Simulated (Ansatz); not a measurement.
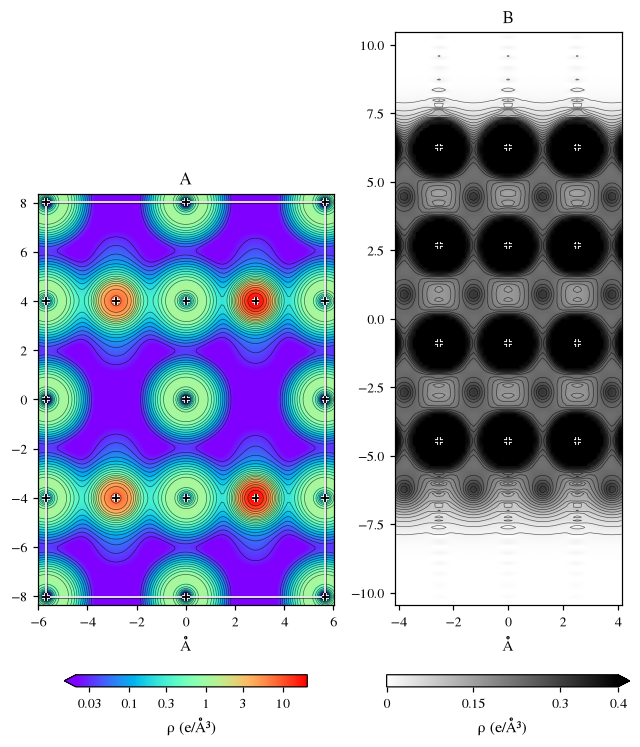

The valence charge density (pseudo) of 2 systems, each on a plane through atoms (crosses mark nuclei in the plane).

Computed with DFT r2SCAN, scalar-relativistic, plane waves, PAW in Ansatz.

System 1: Cu (slab), the (100) plane of the calculation cell, a cut from vacuum to vacuum. Computed without spin polarisation.

System 2: Cs₂AgBiBr₆, the (110) plane of the conventional cell. Space group Fm-3m.

```xyz
40
Lattice="11.3456 0.0000 0.0000 0.0000 11.3456 0.0000 0.0000 0.0000 11.3456" Properties=species:S:1:pos:R:3 pbc="T T T"
Cs    2.8364    2.8364    2.8364
Cs    8.5092    8.5092    2.8364
Cs    8.5092    2.8364    8.5092
Cs    2.8364    8.5092    8.5092
Cs    8.5092    2.8364    2.8364
Cs    2.8364    8.5092    2.8364
Cs    2.8364    2.8364    8.5092
Cs    8.5092    8.5092    8.5092
Ag    5.6728    0.0000    0.0000
Ag    0.0000    5.6728    0.0000
Ag    0.0000    0.0000    5.6728
Ag    5.6728    5.6728    5.6728
Bi    0.0000    0.0000    0.0000
Bi    5.6728    5.6728    0.0000
Bi    5.6728    0.0000    5.6728
Bi    0.0000    5.6728    5.6728
Br    0.0000    2.8571    0.0000
Br    5.6728    8.5299    0.0000
Br    5.6728    2.8571    5.6728
Br    0.0000    8.5299    5.6728
Br    8.4886    0.0000    0.0000
Br    2.8158    5.6728    0.0000
Br    2.8158    0.0000    5.6728
Br    8.4886    5.6728    5.6728
Br    5.6728    2.8158    0.0000
Br    0.0000    8.4886    0.0000
Br    0.0000    2.8158    5.6728
Br    5.6728    8.4886    5.6728
Br    2.8571    0.0000    0.0000
Br    8.5299    5.6728    0.0000
Br    8.5299    0.0000    5.6728
Br    2.8571    5.6728    5.6728
Br    0.0000    0.0000    2.8571
Br    5.6728    5.6728    2.8571
Br    5.6728    0.0000    8.5299
Br    0.0000    5.6728    8.5299
Br    5.6728    0.0000    2.8158
Br    0.0000    5.6728    2.8158
Br    0.0000    0.0000    8.4886
Br    5.6728    5.6728    8.4886
```

Question: Match each panel to its system.

Answer: Panel A is system 2, Cs₂AgBiBr₆: the plane holds Cs, Ag, Bi and Br. Ag–Br (2.82 Å): ρ is about 0.24 e/Å³ halfway. Panel B is system 1, Cu: the plane holds Cu. Cu–Cu (2.53 Å): the density is about 0.27 e/Å³ at the midpoint.
